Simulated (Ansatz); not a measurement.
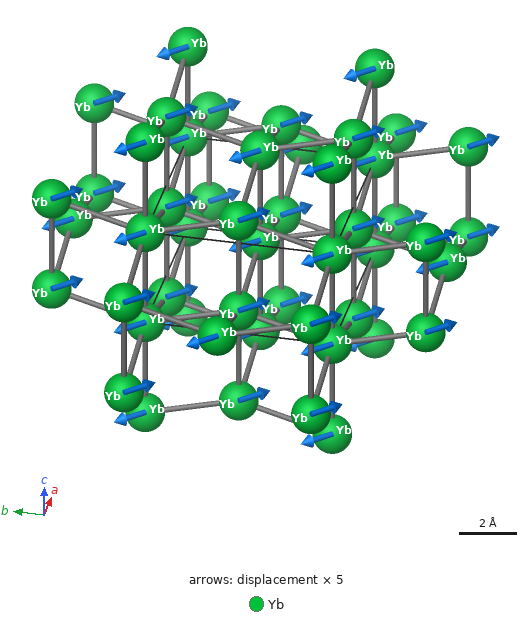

A relaxation of a crystal of Yb (a generated structure, set up in I4_1/amd). The starting structure is drawn; blue arrows show the displacements (the part carried along by the change of the cell is left out), magnified 5 times.

Style: ball-and-stick. Shown: the conventional cell (2 times the calculation's cell), from a free direction. Lengths and directions refer to the drawn axes.

Phase: beta-Sn type.

Theory: Ansatz, DFT, PBE, plane waves (420 eV) with PAW, scalar-relativistic.

Input
```yaml
crystal:
  lattice:
    - [-3.4112000727, 3.4112000727, 1.8625152397]
    - [3.4112000727, -3.4112000727, 1.8625152397]
    - [3.4112000727, 3.4112000727, -1.8625152397]
  atoms:
    - { symbol: Yb, position: [0.0, 0.0, 0.0] }
    - { symbol: Yb, position: [0.75, 0.25, 0.5] }
hamiltonian:
  xc: pbe
  pseudopotentials:
    kind: paw
    azcp:
      Yb: "pseudopotentials/Yb.paw.azcp"
basis:
  ecutwfc: 420
  fft_grid_basis: typed
kpoints:
  mp_grid: { grid: [10, 10, 7], shift: [0, 0, 0] }
magnetization:
  spin_polarized: false
scf:
  occupations: { method: fermi_dirac, width: 0.1 }
relax:
  max_steps: 60
  f_tol: 0.01
  cell: {}
```

Command:
```bash
ansatz run input.yaml --threads 1 --pin off --max-ram 3584MiB --backend cpu --events-out ev --progress --plain --runs-dir out
```

Question: What happened in the run?

Answer: The largest moves relative to the cell, 0.27 Å, are those of Yb1 and Yb2. Yb1 goes along [−1 1 0]. Cell: a = b 6.822 → 7.081 Å (+3.8 %), c 3.725 → 3.682 Å (−1.2 %), α 90.0° → 74.9°, β 90.0° → 74.9°, γ 90.0° → 53.6°. Volume −18.0 %. Among the contacts that change: Yb1–Yb1 5.171 → 3.684 Å, Yb1–Yb2 4.409 → 3.696 Å, Yb1–Yb2 (another image) 3.536 → 3.696 Å, Yb1–Yb1 (another image) 3.725 → 3.682 Å. New bonds form: Yb1–Yb1 (5.17 → 3.68 Å), Yb2–Yb2 (5.17 → 3.68 Å). Bond angles that change, for instance: Yb2–Yb1–Yb2 94.0° → 146.6°, Yb2–Yb1–Yb2 94.0° → 59.8°, Yb2–Yb1–Yb2 94.0° → 109.7°. The space group (tolerance 0.01 Å) goes from I4_1/amd (No. 141) to P6_3/mmc (No. 194). The energy falls by 0.747 eV per cell of the calculation in 19 accepted moves (22 points after the start). Largest force component: 0.00021 eV/Å at the start, 0.0011 eV/Å at the end. Pressure: −1.73 GPa at the start and −0.01 GPa at the end. The line search rejected the trial step at point 14 of the run. The SCF was repeated twice at an unchanged geometry on a basis and grid sized afresh for the cell, which shifted the energy by 37.0 meV per cell of the calculation at most. Cost: 14 min on 1 thread of Intel(R) Xeon(R) Platinum 8259CL CPU @ 2.50GHz (Skylake/Cascade Lake) (shared host), peak memory 0.84 GiB.

Limits of the set-up: 4f states are treated without a Hubbard U.
